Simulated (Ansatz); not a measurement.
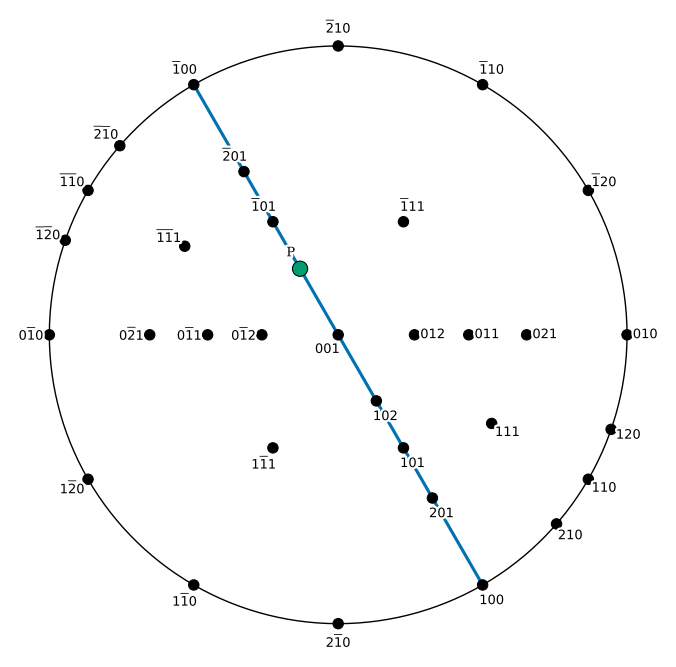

For B, the input geometry of an electronic-structure calculation (not necessarily at equilibrium); the starting structure was generated, so it need not be a known form of this composition: stereographic projection of plane normals (upper hemisphere) centred on (0 0 1). Symmetry computed with spglib at a tolerance of 0.002 Å; standard conventional cell.

a = 2.852 Å, b = 2.852 Å, c = 2.806 Å, α = 90.00°, β = 90.00°, γ = 120.00°.

Question: Index the pole marked P.

Answer: P is (−1 0 2), in four indices (−1 0 1 2), 29.6° from the centre.

Question: Which zone does the coloured great circle trace?

Answer: The zone [0 1 0]: its poles satisfy k = 0.

Question: What is the angle between the normals of (−1 0 1) and (0 −1 1), and what are their d_hkl = 1/|g|?

Answer: 44.1°; d = 1.854 Å and 1.854 Å.
